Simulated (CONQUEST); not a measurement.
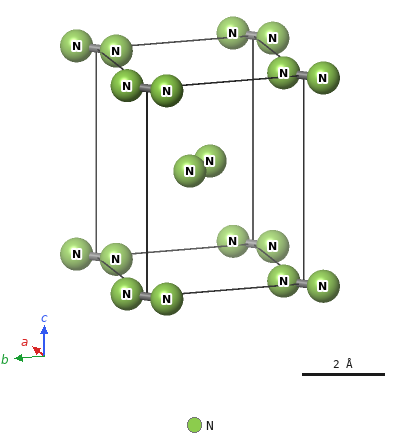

The starting structure (ball-and-stick view of the cell of the calculation, seen at an oblique angle). Near neighbours in the crystal (not all of them lie inside the picture): N has 1 N at 1.09 Å.

# Geometry relaxation, with input and output: N

- system: N (P4₂/mnm, 4 atoms in the cell)
- method: Kohn-Sham DFT of a periodic cell, PBE, PseudoDojo NC PBE (CONQUEST 1.3)

The structure derives from a Materials Project entry. The run did not end well. It belongs to a series of runs on one base structure; here: volume scaled by 0.96.

What the program printed:
```
Simulation cell dimensions:     4.0289 A  x     4.0289 A  x     5.2737 A

      Atomic coordinates (A )
         Atom         X         Y         Z  Species
            1    4.5355    3.0779    4.9829        1
            2    0.7288    0.7288    0.0000        1
            3    3.0779    4.5355    4.9829        1
            4    6.8847    6.8847    0.0000        1

         Monkhorst-Pack mesh:   7 x   7 x   5 gamma-centred
        This calculation includes non-local pseudopotentials,
         with a maximum core radius of      5.48397234

    Job title: N
    Job to be run: SQNM atomic relaxation

    Ground state search:
      Support functions represented with PAO basis
      1:1 PAO to SF mapping
      Non-spin-polarised electrons
      Solving for the K matrix using diagonalisation
      Using Fermi-Dirac smearing

    Integration grid size:     60 x   60 x   64

    Integration grid spacing:  0.067 A  x 0.067 A  x 0.082 A

    Number of species:  1
    --------------------------------------------------------
    |   #  mass (au)  Charge (e)  SF Rad (A )  NSF  Label  |
    --------------------------------------------------------
    |   1     14.010       5.000        3.049    9  N      |
    --------------------------------------------------------
          SCF tolerance:                 0.00000100
          SCF iterations:               100

    The functional used will be GGA PBE96

           radial cut-off to be used is taken to be max PAO cut-off radius for this species:    5.483972

           greatest ang. mom. for making density from PAOs:  2
    Minimum blocs/proc is     3600. Maximum blocs/proc is     3600
    set_atom_dens: In set_atomic_density, electrons :      20.000000000000
 matrix_size & matrix_size_padH =           36          36

    Screened ion int: energy:     -30.421285967218 Ha

    sqnm: starting SQNM atomic relaxation
    sqnm: Tolerance:   0.0010 Ha/A  Maximum steps:   30
      PulayMixSC: Starting Pulay mixing, A_up =  0.500 A_dn =  0.500
      PulayMixSC: Spin non-polarised calculation.
          Harris-Foulkes Energy            :       -41.233619241740620 Ha
      PulayMixSC: Pulay iteration     1 residual:              0.10880E-01
          Harris-Foulkes Energy            :       -41.217448435811356 Ha
      PulayMixSC: Pulay iteration     2 residual:              0.51706E-02
          Harris-Foulkes Energy            :       -41.214291941833366 Ha
      PulayMixSC: Pulay iteration     3 residual:              0.35940E-03
          Harris-Foulkes Energy            :       -41.214214856695634 Ha
      PulayMixSC: Pulay iteration     4 residual:              0.18808E-04
          Harris-Foulkes Energy            :       -41.214214830962860 Ha
      PulayMixSC: Pulay iteration     5 residual:              0.30680E-05
          Harris-Foulkes Energy            :       -41.214214828011642 Ha
      PulayMixSC: Pulay iteration     6 residual:              0.26466E-06
      PulayMixSC: Reached SCF tolerance of  0.26466E-06 after      6 iterations
      | Number of electrons      =        20.000010
      |* Harris-Foulkes energy   =       -41.214214828011642 Ha
      |* DFT total energy        =       -41.214214827924209 Ha

      force: Forces on atoms (Ha/A )
      force:  Atom   X              Y              Z
      force:     1   0.3333910244  -0.3333910244   0.0000000000
      force:     2   0.3333910244   0.3333910244   0.0000000000
      force:     3  -0.3333910244   0.3333910244  -0.0000000000
      force:     4  -0.3333910244  -0.3333910244  -0.0000000000

      force: Maximum force :        0.33339102(Ha/A ) on atom         4 in y direction
      force: Force Residual:        0.47148611 Ha/A
      force: Total stress:        -25.86124223    -0.00000000    -0.00000000 GPa
                            -0.00000000   -25.86124223    -0.00000000
                            -0.00000000    -0.00000000     0.51584410
      force: Average pressure:     17.06888012 GPa

      get_E_and_F: Change in energy during last step of electronic optimisation:  0.29512E-08

    GeomOpt - Iter:    0 MaxF:   0.33339102 Ha/A  E:     -41.21421483 Ha dE:     0.00000000 Ha

      back_lm: Initial energy is       -41.214215 Ha
      PulayMixSC: Starting Pulay mixing, A_up =  0.500 A_dn =  0.500
      PulayMixSC: Spin non-polarised calculation.
          Harris-Foulkes Energy            :       -41.183634697872201 Ha
      PulayMixSC: Pulay iteration     1 residual:              0.58636E-02
          Harris-Foulkes Energy            :       -41.176473483383042 Ha
      PulayMixSC: Pulay iteration     2 residual:              0.26613E-02
          Harris-Foulkes Energy            :       -41.174900251275531 Ha
      PulayMixSC: Pulay iteration     3 residual:              0.17903E-03
          Harris-Foulkes Energy            :       -41.174882703557216 Ha
      PulayMixSC: Pulay iteration     4 residual:              0.13990E-04
          Harris-Foulkes Energy            :       -41.174882659858305 Ha
[... 60 further cycles ...]
      PulayMixSC: Pulay iteration     2 residual:              0.66373E-04
          Harris-Foulkes Energy            :       -41.248828228614592 Ha
      PulayMixSC: Pulay iteration     3 residual:              0.38088E-05
          Harris-Foulkes Energy            :       -41.248828219661604 Ha
      PulayMixSC: Pulay iteration     4 residual:              0.31733E-06
      PulayMixSC: Reached SCF tolerance of  0.31733E-06 after      4 iterations
      | Number of electrons      =        20.000010
      |* Harris-Foulkes energy   =       -41.248828219661604 Ha
      |* DFT total energy        =       -41.248828219602601 Ha
      get_E_and_F: Change in energy during last step of electronic optimisation:  0.89530E-08
      PulayMixSC: Starting Pulay mixing, A_up =  0.500 A_dn =  0.500
      PulayMixSC: Spin non-polarised calculation.
          Harris-Foulkes Energy            :       -41.249483240185093 Ha
      PulayMixSC: Pulay iteration     1 residual:              0.70508E-04
          Harris-Foulkes Energy            :       -41.249482170765376 Ha
      PulayMixSC: Pulay iteration     2 residual:              0.32563E-04
          Harris-Foulkes Energy            :       -41.249481925884602 Ha
      PulayMixSC: Pulay iteration     3 residual:              0.18407E-05
          Harris-Foulkes Energy            :       -41.249481923851391 Ha
      PulayMixSC: Pulay iteration     4 residual:              0.15521E-06
      PulayMixSC: Reached SCF tolerance of  0.15521E-06 after      4 iterations
      | Number of electrons      =        20.000010
      |* Harris-Foulkes energy   =       -41.249481923851391 Ha
      |* DFT total energy        =       -41.249481923829876 Ha
      get_E_and_F: Change in energy during last step of electronic optimisation:  0.20332E-08
      PulayMixSC: Starting Pulay mixing, A_up =  0.500 A_dn =  0.500
      PulayMixSC: Spin non-polarised calculation.
          Harris-Foulkes Energy            :       -41.249777458644068 Ha
      PulayMixSC: Pulay iteration     1 residual:              0.34573E-04
          Harris-Foulkes Energy            :       -41.249777202490087 Ha
      PulayMixSC: Pulay iteration     2 residual:              0.15971E-04
          Harris-Foulkes Energy            :       -41.249777144328007 Ha
      PulayMixSC: Pulay iteration     3 residual:              0.90089E-06
      PulayMixSC: Reached SCF tolerance of  0.90089E-06 after      3 iterations
      | Number of electrons      =        20.000010
      |* Harris-Foulkes energy   =       -41.249777144328007 Ha
      |* DFT total energy        =       -41.249777143660481 Ha
      get_E_and_F: Change in energy during last step of electronic optimisation:  0.58162E-07
  Error in process    1
  Failed to reduce energy in backtrack_linemin.  Final step size:       0.000313971095

MPI_ABORT
```

File coords.dat:
```
    4.0288651770     0.0000000000     0.0000000000
    0.0000000000     4.0288651770     0.0000000000
    0.0000000000     0.0000000000     5.2736623220
4
  0.5957248000   0.4042752000   0.5000000000 1 T T T
  0.0957248000   0.0957248000   0.0000000000 1 T T T
  0.4042752000   0.5957248000   0.5000000000 1 T T T
  0.9042752000   0.9042752000   0.0000000000 1 T T T
```

Trajectory as extended XYZ (Å, eV, eV/Å), 2 frames, from step=0 to step=1:
```
4
Lattice="4.0289 0.0000 0.0000 0.0000 4.0289 0.0000 0.0000 0.0000 5.2737" Properties=species:S:1:pos:R:3:forces:R:3 step=0 energy=-1121.49592
N     2.4001    1.6288    2.6368    9.0720  -9.0720   0.0000
N     0.3857    0.3857    0.0000    9.0720   9.0720   0.0000
N     1.6288    2.4001    2.6368   -9.0720   9.0720   0.0000
N     3.6432    3.6432    0.0000   -9.0720  -9.0720   0.0000
4
Lattice="4.0289 0.0000 0.0000 0.0000 4.0289 0.0000 0.0000 0.0000 5.2737" Properties=species:S:1:pos:R:3:forces:R:3 step=1 energy=-1122.47092
N     2.4404    1.5885    2.6368   82.9552 -82.9552   0.0000
N     0.4260    0.4260    0.0000   82.9552  82.9552   0.0000
N     1.5885    2.4404    2.6368  -82.9552  82.9552   0.0000
N     3.6029    3.6029    0.0000  -82.9552 -82.9552   0.0000
```

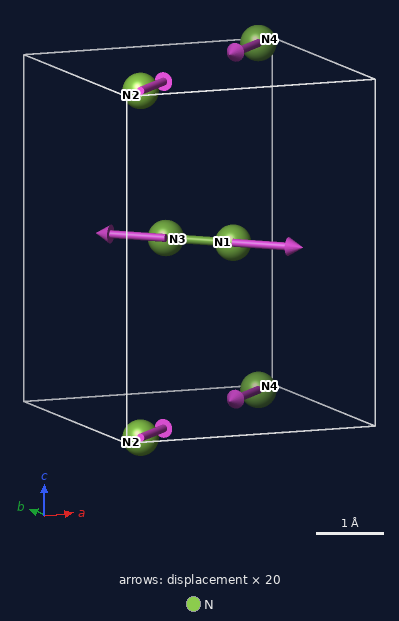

The starting structure with the displacements as pink arrows, magnified 20 times (ball-and-stick view of the cell of the calculation, seen slightly off an axis). The run failed before the relaxation converged. The energy falls by 244 meV per atom in 1 geometry step. Largest force component: 9.1 eV/Å at the start, 83 eV/Å at the end. The largest moves, 0.057 Å, are those of N1, N2, N3 and N4. The cell stays as it was. Among the contacts that change: N1–N3 1.091 → 1.205 Å. The space group stays P4_2/mnm (No. 136). (Atoms are counted from 1 in the order of the input.)

This output came from the following input.

Input:
```
IO.Title N
IO.Coordinates coords.dat
IO.FractionalAtomicCoords T
IO.Iprint 2
IO.Iprint_init 1
General.NumberOfSpecies 1
General.PseudopotentialType hamann
General.DistanceUnits A
AtomMove.TypeOfRun sqnm
AtomMove.FullStress T
Grid.GridCutoff 200
DM.SolutionMethod diagon
Diag.MPMesh T
Diag.GammaCentred T
Diag.MPMeshX 7
Diag.MPMeshY 7
Diag.MPMeshZ 5
Diag.kT 0.00099223
minE.SCTolerance 1e-6
SC.MaxIters 100
IO.AtomChargeOutput T
AtomMove.NumSteps 30
AtomMove.WriteExtXYZ T
AtomMove.OutputFreq 1
AtomMove.WriteXSF F
AtomMove.MaxForceTol 1e-3
IO.DumpChargeDensity T
IO.DumpTotPot T
%block ChemicalSpeciesLabel
1 14.010 N
%endblock
```

Launched with:
```bash
Conquest
```

Outcome:

- outcome: ended with an error
- space group (tolerance 0.01 Å): P4₂/mnm (136)
- final volume: 85.60 Å³
- final cell: a = 4.029 Å, b = 4.029 Å, c = 5.274 Å, α = 90.00°, β = 90.00°, γ = 90.00°
- hardware: 1 thread of Intel Xeon @ 2.50GHz (Skylake/Cascade Lake), 16 GiB of memory available, shared host
- wall time: 4.2 min
- peak memory: 0.47 GiB

Diagnosis:

Settings chosen away from the usual ones: volume scaled by 0.96. The run ended with an error. Further notes kept with the run: Error: Failed to reduce energy in backtrack_linemin.  Final step size:       0.000313971095; update_H: Charge density from K is strange, requires large scale factor: 1.145046665000. Points of doubt noted for this run: output prints bohr positions as angstrom; small atomic basis.
